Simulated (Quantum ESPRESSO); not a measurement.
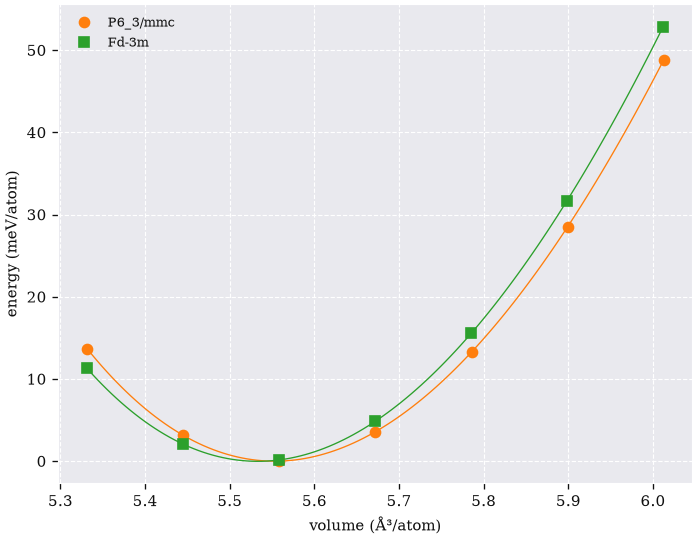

The plot gives the computed energy against volume, with one curve for each structure, for C. Each energy curve has its own zero, so the curves don't rank the structures.

How it was computed, with Quantum ESPRESSO 7.5: plane-wave DFT, no spin polarisation; energies at scaled volumes of the given cell, shape and fractions fixed, counted from the fit's minimum, third-order Birch-Murnaghan fit. Level: LDA.

occupations Fermi–Dirac; smearing width 0.05 eV; potentials PseudoDojo 0.4.1 SR LDA standard; wave cutoff 1116 eV; density cutoff 4463 eV.

Settings that differ: P6_3/mmc: k mesh 12×12×7; Fd-3m: k mesh 13×13×13.

Order the curves by fitted equilibrium volume, smallest first.

Answer. Fd-3m 5.533, P6_3/mmc 5.553 Å³/atom.

Keep in mind: shape and atomic fractions are frozen while scaling, which makes layered, chain and framework solids too stiff.
